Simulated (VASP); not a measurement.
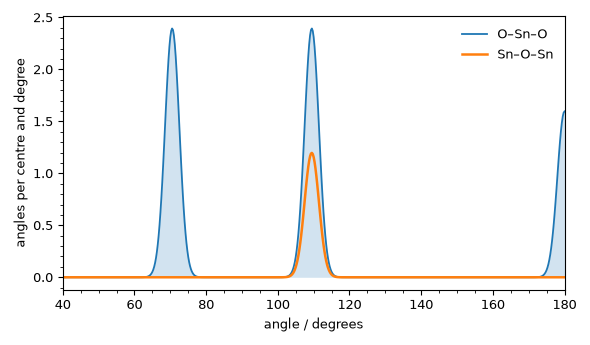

Bond-angle distributions computed from the structure of SnO₂; each angle is a Gaussian of σ = 2.0°. Bonds counted: O–Sn up to 2.50 Å. It is based on a cell listed in the Materials Project, as set up for an electronic-structure calculation.

Q: Give the groups of angles for each curve.

A: O–Sn–O: 71° (12 per centre); 109° (12 per centre); 180° (4 per centre)
Sn–O–Sn: 109° (6 per centre)

Q: What coordination geometry do the angles point to, counting the bonds named above alone?

A: Sn has 8 O neighbours in a cubic arrangement; O has 4 Sn neighbours in a tetrahedral arrangement.

The structure has space group Fm-3m (No. 225); other forms of this composition would give other results.
